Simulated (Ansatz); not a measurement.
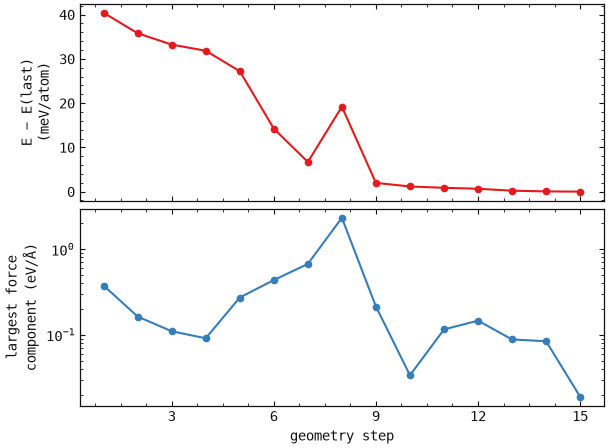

History of a geometry optimisation. Only the atoms move.

```
crystal:
  lattice:
    - [-6.5672503468, -3.2836251734, -3.2836251734]
    - [-3.2836251734, -6.5672503468, 3.2836251734]
    - [-6.5672503468, 3.2836251734, 3.2836251734]
  atoms:
    - { symbol: S, position: [0.2444113164, 0.6666666667, 0.2774548427] }
    - { symbol: Na, position: [0.9647005026, 0.3314756556, 0.0990059527] }
    - { symbol: Na, position: [0.6295094916, 0.0018576777, 0.0990059527] }
    - { symbol: Na, position: [0.4770810896, 0.3017162522, 0.6190744253] }
    - { symbol: Na, position: [0.1121306751, 1.0316170811, 0.6190744253] }
    - { symbol: Na, position: [0.7888870662, 0.6666666667, 0.6135537397] }
    - { symbol: Na, position: [0.5626647808, 0.6666666667, 0.3431556964] }
    - { symbol: Na, position: [0.2220499402, 0.3216886184, 0.3398178139] }
    - { symbol: Na, position: [0.8770718919, 0.011644715, 0.3398178139] }
    - { symbol: Na, position: [0.6668482764, 0.3683078249, 0.8852619577] }
    - { symbol: Na, position: [0.3684894346, -0.0349744915, 0.8852619577] }
    - { symbol: Na, position: [0.0711525593, 0.6666666667, 0.9427599659] }
    - { symbol: S, position: [0.7028567175, 0.6666666667, -0.0263307301] }
    - { symbol: S, position: [0.3407353129, 0.3013428629, -0.0240284297] }
    - { symbol: S, position: [-0.0245884908, 0.0319904704, -0.0240284297] }
    - { symbol: S, position: [0.8334562448, 0.339718416, 0.479530304] }
    - { symbol: S, position: [0.5065079942, 0.9936149173, 0.479530304] }
    - { symbol: S, position: [0.1560351967, 0.6666666667, 0.5520824375] }
  host:
    lattice:
      - [0.0, 3.2836251734, 3.2836251734]
      - [3.2836251734, 0.0, 3.2836251734]
      - [3.2836251734, 3.2836251734, 0.0]
    atoms:
      - { symbol: Na, position: [0.25, 0.25, 0.25] }
      - { symbol: Na, position: [0.75, 0.75, 0.75] }
      - { symbol: S, position: [0.0, 0.0, 0.0] }
total_charge: 1
basis:
  ecutwfc: 420
  xc_grid: 2
kpoints:
  mp_grid: { grid: [3, 3, 3], shift: [0.0, 0.0, 0.0] }
hamiltonian:
  xc: pbe
scf:
  occupations: { method: gaussian, width: 0.01 }
output:
  forces: true
  stress: false
  eigenvalues: true
  charged_corrections:
    defect_position: [0.29166667, 0.66666667, 0.125]
    epsilon: [[7.0438, 0.0, 0.0], [0.0, 7.0438, 0.0], [0.0, 0.0, 7.0438]]
  write_density: true
  write_potential: true
  elf: true
  volumetric_format: npy
relax:
  adjacent_minimum: "off"
  f_tol: 0.025
  max_steps: 45
```

Launched with:
```bash
ansatz run input.yaml --threads 4 --pin off --max-ram 8192MiB --backend cpu --events-out ev --progress --plain --runs-dir out
```

**How did the optimisation end?**

The optimisation met its thresholds at geometry 15, counting the start as the first. The energy fell by about 40 meV/atom from the first step to the last. Step 8 went uphill and was rejected by the line search. The largest force component goes from about 0.37 eV/Å at the start to 0.019 eV/Å at the end, with a peak of 2.3 eV/Å at step 8.

**By which step was nine tenths of the energy gained?**

By step 9 of 15.
